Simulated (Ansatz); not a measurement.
## Electronic structure of TiAl$_{3}$ (slab) in real space

The calculation's input:

```
crystal:
  lattice:
    - [3.9006678809, 0.0, 0.0]
    - [0.0, 3.9724249774, 0.0]
    - [0.0, 0.0, 21.0262766716]
  atoms:
    - { symbol: Al, position: [0.5, 0.0, 0.3566965334] }
    - { symbol: Al, position: [0.0, 0.5, 0.3566965334] }
    - { symbol: Ti, position: [0.0, 0.0, 0.4462439935] }
    - { symbol: Al, position: [0.5, 0.5, 0.4558073672] }
    - { symbol: Al, position: [0.0, 0.5, 0.5441926328] }
    - { symbol: Ti, position: [0.5, 0.0, 0.5537560065] }
    - { symbol: Al, position: [0.0, 0.0, 0.6433034666] }
    - { symbol: Al, position: [0.5, 0.5, 0.6433034666] }
basis:
  ecutwfc: 420
kpoints:
  mp_grid: { grid: [9, 9, 1] }
hamiltonian:
  xc: pbesol
scf:
  occupations: { method: gaussian, width: 0.1 }
output:
  forces: true
  stress: true
  eigenvalues: true
  write_density: true
  write_potential: true
  elf: true
  volumetric_format: npy
efield:
  axis: 3
  dipole_correction: true
  ramp_width: 0.04
```

Run with:

```sh
ansatz run input.yaml --threads 1 --pin off --max-ram 2560MiB --backend cpu --events-out ev --progress --plain --runs-dir out
```

Computed without spin polarisation.

The calculation used Ansatz 0.2.0, DFT PBEsol, scalar-relativistic, plane waves, PAW.

In a PAW calculation such maps are meaningful between the atoms, not at the nuclei.

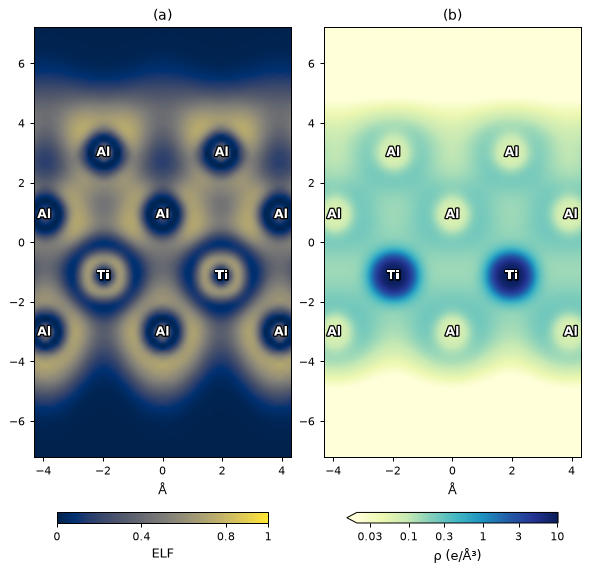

Figure 1. (a) ELF; (b) valence charge density (pseudo) on the (100) plane of the calculation cell, a cut from vacuum to vacuum.

What do the fields say about this system?

Answer. The section cuts through Al and Ti sites.
Ti–Al (2.74 Å): ρ at the midpoint is about 0.23 e/Å³; the ELF is about 0.35 at the midpoint.
Al–Al (2.88 Å): ρ is about 0.21 e/Å³ halfway; the ELF peaks at about 0.65 between the atoms.
Ti–Al (2.86 Å): the density is about 0.2 e/Å³ at the midpoint; the ELF is about 0.40 at the midpoint.
The density dies away to nearly zero in the vacuum.
The features right at Ti lie inside the PAW spheres, where the map follows smoothed inner orbitals and isn't to be read closely.

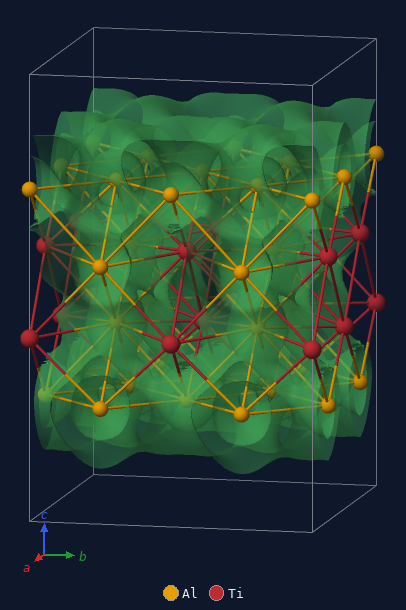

Figure 2. Isosurface of the electron localisation function at 0.55 (green), seen slightly off an axis. Core shells and regions of very low density are left out. Sticks mark near contacts.

Where are the electrons localised?

Answer. At this value the surface marks out sheets that run through the cell in two directions, counted in one cell of 8 atoms. Counts are for one cell; the picture repeats the cell along the surface.


Al–Al (2.69 Å): the ELF peaks at about 0.70 between the atoms. Ti–Al (2.71 Å): the ELF is about 0.40 at the midpoint.

Does the calculation give a band gap?

Answer. It is metallic or semimetallic at this level of theory: no gap opens.
